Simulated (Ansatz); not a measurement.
System: B (space group Fd-3m).

Method: equation of state of a cubic crystal from periodic Kohn-Sham density functional theory without spin, third-order Birch-Murnaghan fit to the free energies; pressure corrected for the finite basis (Ansatz 0.2.0 development build).

structure type diamond; atoms in cell 2; space group number 227; lattice centring face-centred primitive; occupation method Fermi–Dirac; datasets soft-1 PAW; density tolerance 1e−07 eV; bands 7; density cutoff ratio 4; search for lower states default.

Settings that differ: r2SCAN: wave cutoff 500 eV, k mesh 14×14×14, occupation width 0.1 eV; PBE: wave cutoff 420 eV, k mesh 46×46×46, occupation width 0.0612 eV.

What does the calculation give for the energy above the lowest point against volume, with one curve for each functional? The cases: r2SCAN; PBE.

The fitted equilibrium volumes, smallest first, are PBE 8.312, r2SCAN 8.325 Å³/atom. The fitted bulk moduli, smallest first, are PBE 177, r2SCAN 180 GPa.

r2SCAN:
```json
{"volume (Å³/atom)": "7.6475", "energy above the lowest point (meV/atom)": "34.8"}
{"volume (Å³/atom)": "7.8969", "energy above the lowest point (meV/atom)": "13.1"}
{"volume (Å³/atom)": "8.1462", "energy above the lowest point (meV/atom)": "1.9"}
{"volume (Å³/atom)": "8.3956", "energy above the lowest point (meV/atom)": "0.0"}
{"volume (Å³/atom)": "8.6450", "energy above the lowest point (meV/atom)": "6.2"}
```

PBE:
```json
{"volume (Å³/atom)": "7.8137", "energy above the lowest point (meV/atom)": "18.1"}
{"volume (Å³/atom)": "7.9800", "energy above the lowest point (meV/atom)": "7.8"}
{"volume (Å³/atom)": "8.1462", "energy above the lowest point (meV/atom)": "1.9"}
{"volume (Å³/atom)": "8.3125", "energy above the lowest point (meV/atom)": "0.0"}
{"volume (Å³/atom)": "8.4787", "energy above the lowest point (meV/atom)": "1.8"}
{"volume (Å³/atom)": "8.6450", "energy above the lowest point (meV/atom)": "6.9"}
{"volume (Å³/atom)": "8.8112", "energy above the lowest point (meV/atom)": "15.2"}
```

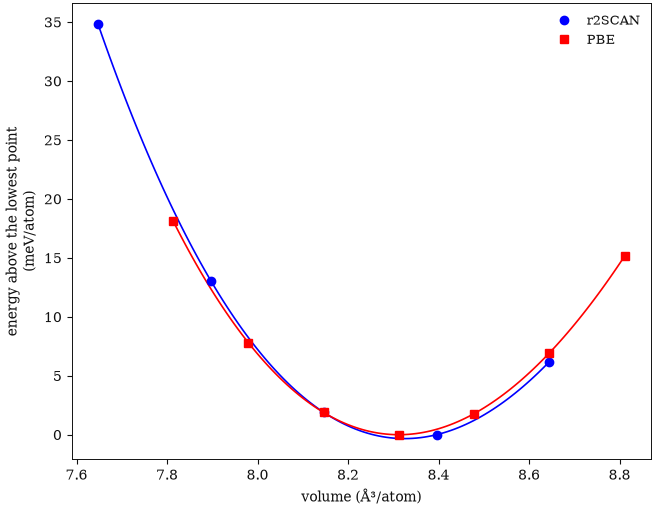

Note: cubic model structure, not the ambient form; modest k-mesh, values are not fully converged in k (r2SCAN).
